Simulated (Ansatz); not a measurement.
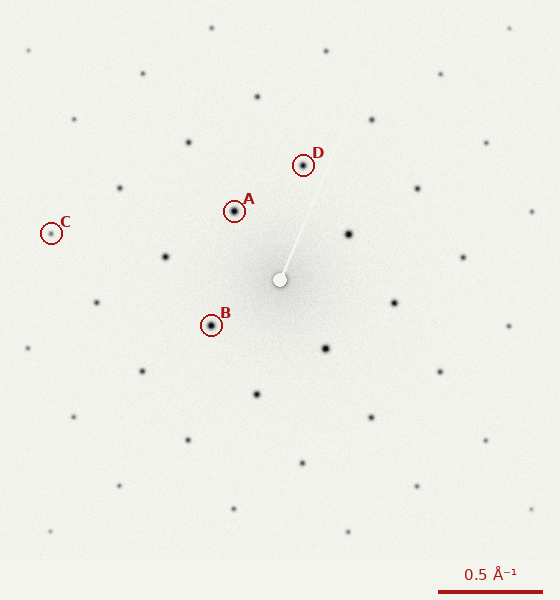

Computed electron diffraction pattern, 120 kV, single scattering only, B = 0.5 Å². The zone axis points towards the electron source and the pattern is seen from the source side.

Crystal: Ru, space group Pm-3m (No. 221), a = 2.51 Å. Structure: the input geometry of an electronic-structure calculation (not necessarily at equilibrium); the starting structure was generated, so it need not be a known form of this composition.

Spot A is indexed -1 0 0 and spot B 0 -1 0.

**Index the other marked spots.**

C = 2A + 2B = -2 -2 0 (d = 0.888 Å). D = A − B = -1 1 0 (d = 1.776 Å).

**Give [uvw].**

The cross product of A and B is parallel to [001]; every spot obeys hu + kv + lw = 0.

**What are the spacings of A and B and the angle between them?**

d(A) = 2.512 Å, d(B) = 2.512 Å, and the angle is 90.0°.
